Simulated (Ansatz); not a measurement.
# HfO2: the cell at several levels of theory, part 3 of 3

Ansatz 0.2.0, plane waves. The steps go on from the part before.

## (4) Relaxation with PBEsol

It starts from the cell of step 2.

The input, input.yaml:

```yaml
crystal:
  lattice:
    - [3.604319779, 0.0, 0.0]
    - [0.0, 3.604319779, 0.0]
    - [0.0, 0.0, 5.2636257621]
  atoms:
    - { symbol: Hf, position: [0.5, 0.5, 0.5] }
    - { symbol: Hf, position: [0.0, 0.0, 0.0] }
    - { symbol: O, position: [0.0, 0.5, 0.6932842053] }
    - { symbol: O, position: [0.5, 0.0, 0.8067157947] }
    - { symbol: O, position: [0.5, 0.0, 0.3067157947] }
    - { symbol: O, position: [0.0, 0.5, 0.1932842053] }
kpoints:
  mp_grid: { grid: [6, 6, 4] }
hamiltonian:
  xc: pbesol
scf:
  occupations: { method: fermi_dirac, width: 0.02 }
relax:
  f_tol: 0.005
  cell: {}
```

Launch:

```console
> ansatz run input.yaml --threads 4 --pin off --max-ram 6451MiB --backend cpu --events-out ev --progress --plain --runs-dir out
```

What it wrote:

```text
Warning: RAYON_NUM_THREADS=4 ignored (pool sized by the plan → 4); use --threads N
Engine: ansatz 0.2.0, aarch64-unknown-linux-gnu
Pseudopotentials: kind: paw
Pseudopotential: Hf, paw, valence charge 26, recommended cutoff 420 eV (normal), Hf.paw.azcp
Pseudopotential: O, paw, valence charge 6, recommended cutoff 420 eV (normal), O.paw.azcp
Functional definition: PBEsol
  exchange = pbesol_x
  correlation = pbesol_c
Crystal: 6 atoms, lattice volume = 68.380 Å³
Basis set: ecut = 420 eV, 1321 PW (Γ), exchange–correlation on 50×50×72 points (8 copies of the dense FFT grid, shifted against one another)
Bands: 46, of which v1, the nominal top of the filled ones, is band 38 counted from 1 (37 counted from 0)
Symmetry: 16 space group operations
Space group: P42/nmc (ITA 137), of the structure as read, at distance tolerance 4.1e-5 Å
k-points: 30 of 144
Non-local potential: Hf, projectors of the file, l = 0: 3, l = 1: 2, l = 2: 2, l = 3: 3
Non-local potential: O, projectors of the file, l = 0: 2, l = 1: 2, l = 2: 1
PAW form: soft (Blöchl's): semilocal exchange-correlation on the pseudo side does not see the compensation charge
PAW frozen core: Hf, regenerated for the run's functional, and the local potential with it (the file was generated under x = pbe(κ = 0.804, μ = 0.2195149727645171), c = pbe(β = 0.06672455060314922))
PAW frozen core: O, regenerated for the run's functional, and the local potential with it (the file was generated under x = pbe(κ = 0.804, μ = 0.2195149727645171), c = pbe(β = 0.06672455060314922))
PAW one-centre angular grid: Hf, 590 points (default); XC on 64 Gauss nodes
PAW one-centre angular grid: O, 110 points (default); XC on 64 Gauss nodes
Initial density: superposition of atomic densities (neutral atoms: chi_scale 0, normalization atom), corrected by the library's trained network
Initial wavefunctions: pseudopotential atomic-orbital guess
Functional: x = pbesol(κ = 0.804, μ = 0.12345679012345678), c = pbesol(β = 0.046)
SCF iter   1: F=—  HF=-33450.291052 eV  |F-HF|=—  |Δ(HF+E_count)|=         —  Δρ=1.86e-2  dr2=1.94e-1  ethr=1.77e-3  ⟨swp⟩=6.1  Hψ=4392  notcnv=0
preconditioner: auto → Resta (q_TF=auto, 2.777 Å⁻¹)  ε∞=5.5  [insulator: Δε(μ)=4.329 eV  Ē_g=18.012 eV  σ=0.020 eV  W_gap=1.00  n_scr=28 (ndim 8)  ℏωp=38.1 eV  f_vac=0.063  D(μ)=0.00/eV (n_scr^D=0)  ε∞_Penn≈5.5]
SCF iter   2: F=—  HF=-33450.242611 eV  |F-HF|=—  |Δ(HF+E_count)|=   4.84e-2  Δρ=3.27e-3  dr2=2.58e-3  ethr=2.55e-4  ⟨swp⟩=2.0  Hψ=2457  notcnv=0  defer=103
SCF iter   3: F=—  HF=-33450.242589 eV  |F-HF|=—  |Δ(HF+E_count)|=   2.23e-5  Δρ=1.63e-3  dr2=8.06e-4  ethr=3.40e-6  ⟨swp⟩=2.0  Hψ=2134  notcnv=0  defer=103
SCF iter   4: F=—  HF=-33450.242835 eV  |F-HF|=—  |Δ(HF+E_count)|=   2.46e-4  Δρ=6.32e-4  dr2=1.67e-4  ethr=1.06e-6  ⟨swp⟩=2.9  Hψ=2754  notcnv=0  defer=103
SCF iter   5: F=—  HF=-33450.242745 eV  |F-HF|=—  |Δ(HF+E_count)|=   9.01e-5  Δρ=1.37e-4  dr2=9.55e-6  ethr=2.20e-7  ⟨swp⟩=2.3  Hψ=2296  notcnv=0  defer=103
SCF iter   6: F=—  HF=-33450.242661 eV  |F-HF|=—  |Δ(HF+E_count)|=   8.39e-5  Δρ=2.68e-5  dr2=4.83e-7  ethr=1.26e-8  ⟨swp⟩=2.0  Hψ=2417  notcnv=0  defer=103
SCF iter   7: F=-33450.242661 eV  HF=-33450.242661 eV  |F-HF|=2.05e-8  |Δ(HF+E_count)|=   1.66e-7  Δρ=6.87e-6  dr2=4.08e-8  ethr=1.32e-10  ⟨swp⟩=4.9  Hψ=5412  notcnv=0
SCF 1 converged in 7 iterations: F = -33450.242661 eV  dr2 = 4.08e-8
relax step   1: F+E_penalty+E_count = -33450.24266091 eV  Δ(F+E_penalty+E_count) = +0.000e0 eV  max|allowed force component| = 4.998e-2 eV/Å  Δτ_max = 0.0000 Å  P = -7.464 GPa  Ω = 68.380 Å³  (7 SCF iters, dr2 threshold 1.00e-7 eV, accepted)
Crystal: 6 atoms, lattice volume = 65.447 Å³
Basis set: ecut = 420 eV, 1261 PW (Γ), exchange–correlation on 50×50×72 points (8 copies of the dense FFT grid, shifted against one another)
Initial density: handed on by an earlier stage of this run
Initial wavefunctions: those handed on with the density
iter 1 solved again at ethr=2.45e-5 eV; its pass at ethr=3.10e-3 eV (dr2=1.86e-2 eV) is discarded
SCF iter   1: F=—  HF=-33450.314608 eV  |F-HF|=—  |Δ(HF+E_count)|=         —  Δρ=6.11e-3  dr2=1.86e-2  ethr=2.45e-5  ⟨swp⟩=1.9  Hψ=6235  notcnv=0
preconditioner: auto → Resta (q_TF=auto, 2.797 Å⁻¹)  ε∞=5.5  [insulator: Δε(μ)=4.662 eV  Ē_g=18.286 eV  σ=0.020 eV  W_gap=1.00  n_scr=28 (ndim 8)  ℏωp=38.9 eV  f_vac=0.048  D(μ)=0.00/eV (n_scr^D=0)  ε∞_Penn≈5.5]
SCF iter   2: F=—  HF=-33450.310323 eV  |F-HF|=—  |Δ(HF+E_count)|=   4.29e-3  Δρ=2.69e-3  dr2=5.28e-3  ethr=2.45e-5  ⟨swp⟩=2.0  Hψ=2110  notcnv=0
SCF iter   3: F=—  HF=-33450.309055 eV  |F-HF|=—  |Δ(HF+E_count)|=   1.27e-3  Δρ=1.23e-3  dr2=1.31e-3  ethr=6.95e-6  ⟨swp⟩=2.0  Hψ=1809  notcnv=0
SCF iter   4: F=—  HF=-33450.308777 eV  |F-HF|=—  |Δ(HF+E_count)|=   2.78e-4  Δρ=3.37e-4  dr2=8.53e-5  ethr=1.73e-6  ⟨swp⟩=2.0  Hψ=2429  notcnv=0
SCF iter   5: F=—  HF=-33450.308755 eV  |F-HF|=—  |Δ(HF+E_count)|=   2.24e-5  Δρ=7.31e-5  dr2=4.07e-6  ethr=1.12e-7  ⟨swp⟩=2.0  Hψ=2438  notcnv=0
SCF iter   6: F=—  HF=-33450.308758 eV  |F-HF|=—  |Δ(HF+E_count)|=   3.00e-6  Δρ=6.90e-5  dr2=2.66e-6  ethr=7.89e-10  ⟨swp⟩=5.3  Hψ=5854  notcnv=0
SCF iter   7: F=—  HF=-33450.308755 eV  |F-HF|=—  |Δ(HF+E_count)|=   2.80e-6  Δρ=2.54e-5  dr2=3.91e-7  ethr=7.89e-10  ⟨swp⟩=3.0  Hψ=6024  notcnv=0
SCF iter   8: F=-33450.308754 eV  HF=-33450.308754 eV  |F-HF|=9.24e-8  |Δ(HF+E_count)|=   8.27e-7  Δρ=7.22e-6  dr2=2.92e-8  ethr=5.14e-10  ⟨swp⟩=4.5  Hψ=5079  notcnv=0
SCF 2 converged in 8 iterations: F = -33450.308754 eV  dr2 = 2.92e-8
relax step   2: F+E_penalty+E_count = -33450.30875403 eV  Δ(F+E_penalty+E_count) = -6.609e-2 eV  max|allowed force component| = 1.248e-1 eV/Å  Δτ_max = 0.0165 Å  P = +2.488 GPa  Ω = 65.447 Å³  energy of the carried Pulay correction = +1.509e-2 eV  (8 SCF iters, dr2 threshold 6.00e-7 eV, accepted)
Crystal: 6 atoms, lattice volume = 66.009 Å³
Basis set: ecut = 420 eV, 1277 PW (Γ), exchange–correlation on 50×50×72 points (8 copies of the dense FFT grid, shifted against one another)
iter 1 solved again at ethr=1.50e-6 eV; its pass at ethr=3.10e-3 eV (dr2=1.14e-3 eV) is discarded
SCF iter   1: F=—  HF=-33450.311136 eV  |F-HF|=—  |Δ(HF+E_count)|=         —  Δρ=1.20e-3  dr2=7.85e-4  ethr=1.50e-6  ⟨swp⟩=2.0  Hψ=6103  notcnv=0
preconditioner: auto → Resta (q_TF=auto, 2.793 Å⁻¹)  ε∞=5.5  [insulator: Δε(μ)=4.620 eV  Ē_g=18.215 eV  σ=0.020 eV  W_gap=1.00  n_scr=28 (ndim 8)  ℏωp=38.8 eV  f_vac=0.059  D(μ)=0.00/eV (n_scr^D=0)  ε∞_Penn≈5.5]
SCF iter   2: F=—  HF=-33450.310964 eV  |F-HF|=—  |Δ(HF+E_count)|=   1.72e-4  Δρ=5.54e-4  dr2=2.45e-4  ethr=1.03e-6  ⟨swp⟩=2.0  Hψ=1756  notcnv=0
SCF iter   3: F=—  HF=-33450.310827 eV  |F-HF|=—  |Δ(HF+E_count)|=   1.37e-4  Δρ=2.62e-4  dr2=5.52e-5  ethr=3.23e-7  ⟨swp⟩=2.9  Hψ=2560  notcnv=0
SCF iter   4: F=—  HF=-33450.310814 eV  |F-HF|=—  |Δ(HF+E_count)|=   1.37e-5  Δρ=8.36e-5  dr2=5.34e-6  ethr=7.27e-8  ⟨swp⟩=2.0  Hψ=2463  notcnv=0
SCF iter   5: F=—  HF=-33450.310816 eV  |F-HF|=—  |Δ(HF+E_count)|=   2.68e-6  Δρ=3.98e-5  dr2=1.03e-6  ethr=7.03e-9  ⟨swp⟩=2.0  Hψ=2167  notcnv=0
SCF iter   6: F=-33450.310816 eV  HF=-33450.310816 eV  |F-HF|=3.99e-8  |Δ(HF+E_count)|=   3.06e-7  Δρ=1.42e-5  dr2=9.80e-8  ethr=7.89e-10  ⟨swp⟩=4.7  Hψ=5318  notcnv=0
SCF 3 converged in 6 iterations: F = -33450.310816 eV  dr2 = 9.80e-8
relax step   3: F+E_penalty+E_count = -33450.31081594 eV  Δ(F+E_penalty+E_count) = -2.062e-3 eV  max|allowed force component| = 5.131e-2 eV/Å  Δτ_max = 0.0023 Å  P = +0.167 GPa  Ω = 66.009 Å³  energy of the carried Pulay correction = +1.214e-2 eV  (6 SCF iters, dr2 threshold 6.00e-7 eV, accepted)
[... 9 lines left out ...]
relax step   4: F+E_penalty+E_count = -33450.31358329 eV  Δ(F+E_penalty+E_count) = -2.767e-3 eV  max|allowed force component| = 2.291e-3 eV/Å  Δτ_max = 0.0135 Å  P = -0.066 GPa  Ω = 65.872 Å³  energy of the carried Pulay correction = +1.286e-2 eV  (5 SCF iters, dr2 threshold 6.00e-7 eV, accepted)
[... 8 lines left out ...]
relax step   5: F+E_penalty+E_count = -33450.31378767 eV  Δ(F+E_penalty+E_count) = -2.044e-4 eV  max|allowed force component| = 3.475e-3 eV/Å  Δτ_max = 0.0014 Å  P = -0.056 GPa  Ω = 65.844 Å³  energy of the carried Pulay correction = +1.301e-2 eV  (4 SCF iters, dr2 threshold 2.13e-7 eV, accepted)
[... 8 lines left out ...]
relax step   6: F+E_penalty+E_count = -33450.31390954 eV  Δ(F+E_penalty+E_count) = -1.219e-4 eV  max|allowed force component| = 8.960e-5 eV/Å  Δτ_max = 0.0006 Å  P = -0.002 GPa  Ω = 65.825 Å³  energy of the carried Pulay correction = +1.311e-2 eV  (4 SCF iters, dr2 threshold 4.35e-8 eV, accepted)
[... 12 lines left out ...]
relax step   7: F+E_penalty+E_count = -33450.30368059 eV  Δ(F+E_penalty+E_count) = +1.023e-2 eV  max|allowed force component| = 7.802e-4 eV/Å  Δτ_max = 0.0000 Å  P = -0.274 GPa  Ω = 65.825 Å³  stress off target by 3.18e-1 GPa  SCF on the basis re-selected at this cell (its energy is not comparable with the rows above)  (7 SCF iters)
[... 9 lines left out ...]
relax step   8: F+E_penalty+E_count = -33450.30423444 eV  Δ(F+E_penalty+E_count) = -5.539e-4 eV  max|allowed force component| = 2.285e-4 eV/Å  Δτ_max = 0.0016 Å  P = -0.003 GPa  Ω = 65.734 Å³  energy of the carried Pulay correction = +4.738e-4 eV  (4 SCF iters, dr2 threshold 2.53e-7 eV, accepted)
iter 1 solved again at ethr=5.69e-8 eV; its pass at ethr=3.10e-3 eV (dr2=4.32e-5 eV) is discarded
SCF iter   1: F=—  HF=-33450.303638 eV  |F-HF|=—  |Δ(HF+E_count)|=         —  Δρ=2.86e-5  dr2=1.88e-7  ethr=5.69e-8  ⟨swp⟩=3.2  Hψ=8397  notcnv=0
preconditioner: auto → Resta (q_TF=auto, 2.795 Å⁻¹)  ε∞=5.5  [insulator: Δε(μ)=4.569 eV  Ē_g=18.226 eV  σ=0.020 eV  W_gap=1.00  n_scr=28 (ndim 8)  ℏωp=38.9 eV  f_vac=0.056  D(μ)=0.00/eV (n_scr^D=0)  ε∞_Penn≈5.5]
SCF iter   2: F=—  HF=-33450.303457 eV  |F-HF|=—  |Δ(HF+E_count)|=   1.81e-4  Δρ=1.47e-5  dr2=8.65e-8  ethr=2.47e-10  ⟨swp⟩=2.3  Hψ=2597  notcnv=0
SCF iter   3: F=—  HF=-33450.303457 eV  |F-HF|=—  |Δ(HF+E_count)|=   2.75e-8  Δρ=8.11e-6  dr2=3.41e-8  ethr=1.14e-10  ⟨swp⟩=2.0  Hψ=1803  notcnv=0
SCF iter   4: F=—  HF=-33450.303457 eV  |F-HF|=—  |Δ(HF+E_count)|=   2.19e-8  Δρ=1.86e-6  dr2=2.20e-9  ethr=4.48e-11  ⟨swp⟩=3.0  Hψ=2628  notcnv=0
SCF iter   5: F=—  HF=-33450.303457 eV  |F-HF|=—  |Δ(HF+E_count)|=   1.51e-9  Δρ=1.01e-6  dr2=6.40e-10  ethr=2.90e-12  ⟨swp⟩=2.0  Hψ=2490  notcnv=0
SCF iter   6: F=-33450.303457 eV  HF=-33450.303457 eV  |F-HF|=4.37e-11  |Δ(HF+E_count)|=  2.04e-10  Δρ=3.33e-7  dr2=5.57e-11  ethr=1.00e-12  ⟨swp⟩=3.5  Hψ=6128  notcnv=0
SCF 9 converged in 6 iterations: F = -33450.303457 eV  dr2 = 5.57e-11
relax step   9: F+E_penalty+E_count = -33450.30345719 eV  Δ(F+E_penalty+E_count) = +7.773e-4 eV  max|allowed force component| = 2.876e-4 eV/Å  Δτ_max = 0.0000 Å  P = -0.010 GPa  Ω = 65.734 Å³  stress off target by 1.04e-2 GPa  SCF on the basis re-selected at this cell (its energy is not comparable with the rows above)  (6 SCF iters)
basis re-selected at this cell: Δ(F+E_penalty+E_count) = +7.773e-4 eV, ΔP = -0.007 GPa vs the last step (what re-selecting the basis moved, of the pressure what is left beyond the Pulay correction that the steps carried, after the strain that the cell walked since its last selection, with what the two solves' SCF thresholds leave and, on support functions, any second-order correction that the steps lacked; it is no measure of the basis error at this ecutwfc). This SCF's stress stands 1.04e-2 GPa from its target on what of the cell is left free (relax.cell.stress_tol is 5.00e-2 GPa) and its largest allowed force component is 2.88e-4 eV/Å (relax.f_tol is 5.00e-3 eV/Å): within both
SCF converged after 6 iterations
Free energy (F): -33450.303457 eV
Harris-Foulkes:  -33450.303457 eV  (|F-HF|=4.37e-11)
Internal energy: -33450.303457 eV  (E = F + TS)
E sigma→0 (E₀):  -33450.303457 eV
Fermi energy:    17.303646 eV
--- Per-component energies (eV) ---
  E_band       = 83.726383
  E_kinetic    = 1543.981339
  E_local      = -11603.137386  (includes V_loc(G=0)·N_el)
  E_nonlocal   = -2281.180348
  E_hartree    = 5314.885553
  E_xc         = -887.340211
  E_vxc        = -906.828957  (∫ρ·V_xc dr)
  E_paw        = -14222.982018  (= ΣΔE_a)
  E_vpaw       = 2701.110815  (= ΣTr[D̂ρ^β])
  E_aug_tail   = 0.010048  (compensation charges beyond the density's cutoff)
  E_ewald      = -11317.183770
  E_core_change = 2.643335  (= ΣΔE_core)
  E_smearing   = -0.000000  (= −TS)
  E_closure    = 0.000000  (closes the sum)
  Σ components = -33450.303457   (vs F -33450.303457, Δ=0.00e0)
--- Forces (eV/Å), atoms counted from 1 ---
  atom   1  Hf     0.00000000     0.00000000     0.00000000
  atom   2  Hf     0.00000000     0.00000000     0.00000000
  atom   3  O      0.00000000     0.00000000    -0.00028764
  atom   4  O      0.00000000     0.00000000     0.00028764
  atom   5  O      0.00000000     0.00000000     0.00028764
  atom   6  O      0.00000000     0.00000000    -0.00028764
  max |Σ_I F_I| component: 0.00e0 eV/Å
--- Stress (GPa, compression-positive) ---
       -0.010281       0.000000       0.000000
        0.000000      -0.010281       0.000000
        0.000000       0.000000      -0.010440
  P = ⅓ Tr σ = -0.0103 GPa (-0.103 kbar)
--- Relaxed structure (7 steps of the walk, 7 accepted, 2 SCFs on fresh bases) ---
  F+E_penalty+E_count = -33450.30345719 eV   max|allowed force component| = 2.876e-4 eV/Å   (the final SCF, on the basis selected at the relaxed cell)
  cell:  # Å, volume = 65.7338 Å³
    - [3.567096712073299, -2.970694357923822e-34, 0.0]
    - [-2.970694357923822e-34, 3.567096712073299, 0.0]
    - [0.0, 0.0, 5.1660574721518895]
  atoms:
    - { symbol: Hf, position: [0.5, 0.5, 0.49999999999999994] }
    - { symbol: Hf, position: [1.3567210456496837e-36, 3.4352872630232367e-37, -2.2868385209091803e-35] }
    - { symbol: O, position: [-1.5654473603650224e-36, 0.5, 0.7000995487766893] }
    - { symbol: O, position: [0.5, 5.653004356872984e-38, 0.7999004512233103] }
    - { symbol: O, position: [0.5, -5.435581112378597e-37, 0.2999004512233104] }
    - { symbol: O, position: [1.4610842030073468e-36, 0.5, 0.20009954877668948] }
```

Run time: 12 s. Hardware: 4 threads of Arm Neoverse V1, shared host; peak memory 0.34 GiB.

The steps:

```csv
step,energy change (meV/atom),largest force (eV/Å),pressure (GPa),volume (Å³/atom)
1,0.0,0.0500,-7.46,11.397
2,-11.0,0.1248,2.49,10.908
3,-11.4,0.0513,0.17,11.002
4,-11.8,0.0023,-0.07,10.979
5,-11.9,0.0035,-0.06,10.974
6,-11.9,0.0001,0.00,10.971
7,-10.2,0.0008,-0.27,10.971
8,-10.3,0.0002,0.00,10.956
9,-10.1,0.0003,-0.01,10.956
```

Steps 7, 9 solve the same cell on a plane-wave basis chosen anew, so the energy can jump there without a move.

The table lists every geometry solved, with passes on a fresh basis, whose energies don't compare exactly with the rows above.

|  | before | after | change |
| --- | --- | --- | --- |
| a (Å) | 3.604 | 3.567 | -1.03 % |
| c (Å) | 5.264 | 5.166 | -1.85 % |
| volume (Å³/atom) | 11.397 | 10.956 | -3.87 % |
| shortest distance (Å) | 2.070 | 2.061 | -0.39 % |
| space group | P4_2/nmc | P4_2/nmc | same |

## (5) Results

This closing draws on all 3 parts.

```
 level  a (Å)  c (Å)  volume (Å³/atom)  space group  SCF geometries
   PBE  3.604  5.264            11.397     P4_2/nmc               8
r2SCAN  3.577  5.202            11.092     P4_2/nmc               7
PBEsol  3.567  5.166            10.956     P4_2/nmc               9
```

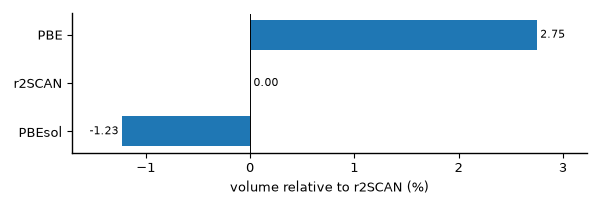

Relaxed volume of each level against r2SCAN.

From the start to the first minimum the volume moved by +4.4 %. PBEsol gives the smallest cell and PBE the largest; they differ by 4.0 % in volume, a mean of 1.3 % in length.
